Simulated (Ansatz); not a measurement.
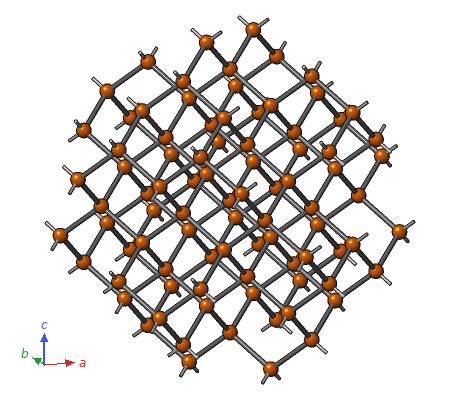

The net above was derived from one of the structures below (computed or model cells, partly hypothetical) by pruning terminal atoms and folding two-connected atoms into edges (only the bonds listed count; of a layer or chain structure one layer or chain is shown).

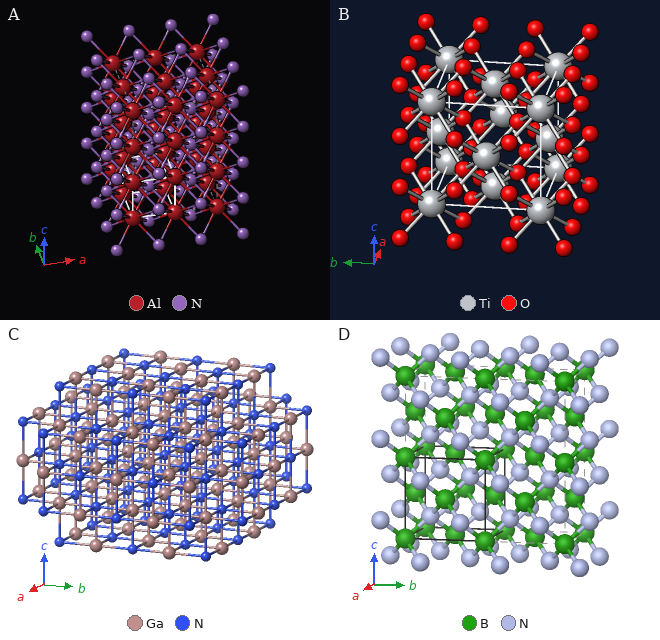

A: AlN (bonds: Al–N below 2.5 Å)
B: TiO₂ (bonds: O–Ti below 2.3 Å)
C: GaN (bonds: Ga–N below 2.4 Å)
D: BN (bonds: B–N below 1.8 Å)
All are geometries used in or obtained from electronic-structure calculations.

Which structure gives this net?

Answer. D, BN: a uninodal 4-connected, three-periodic net; B and N are 4-connected nodes. It is the dia net, known from diamond, zinc blende and cristobalite. The others give a uninodal 8-connected, three-periodic net (A), a binodal (4,8)-connected, three-periodic net (B) and a uninodal 6-connected, three-periodic net (C).
